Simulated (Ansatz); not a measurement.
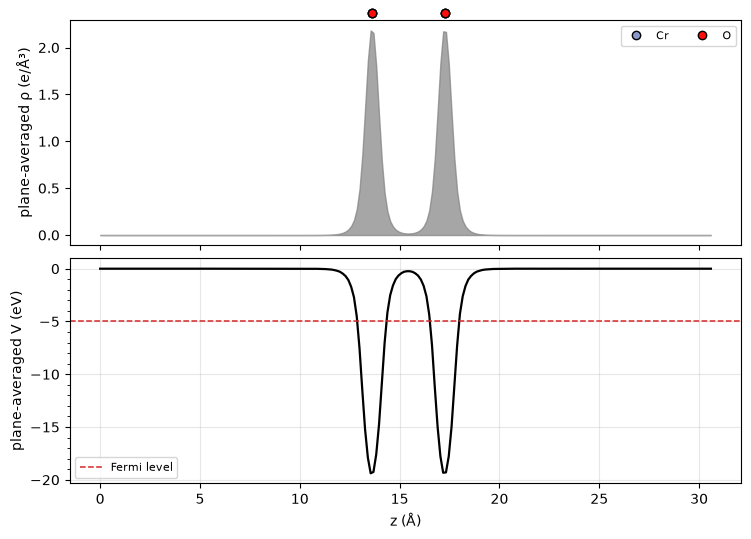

*CrO$_{2}$. Plane average of the electrostatic potential energy of an electron and of the valence pseudo-density across the slab. Circles mark the heights of the atoms.*

A structure generated by program, which may or may not match a known phase; the SCF solution may not be the lowest one; the program warned that another magnetic order may lie lower; spin-polarised.

Method: Ansatz, DFT PBE+D3(BJ), scalar-relativistic, plane waves, PAW.

```
CELL_PARAMETERS angstrom
3.57543 0.00000 0.00000
0.00000 3.57543 0.00000
0.00000 0.00000 30.73079
ATOMIC_POSITIONS crystal
Cr 0.00000 0.00000 0.23382
Cr 0.00000 0.00000 0.35220
O 0.00000 0.50000 0.23373
O 0.50000 0.00000 0.23373
O 0.00000 0.50000 0.35229
O 0.50000 0.00000 0.35229
```

How far below the vacuum level is the Fermi level?

The potential is flat in the vacuum, 4.99 eV above the Fermi level; this is the work function, the same on both faces.

How thick is the slab, and how wide the vacuum?

The outermost nuclei are 3.6 Å apart, in 2 atomic planes; the vacuum between periodic images is 27.1 Å wide.
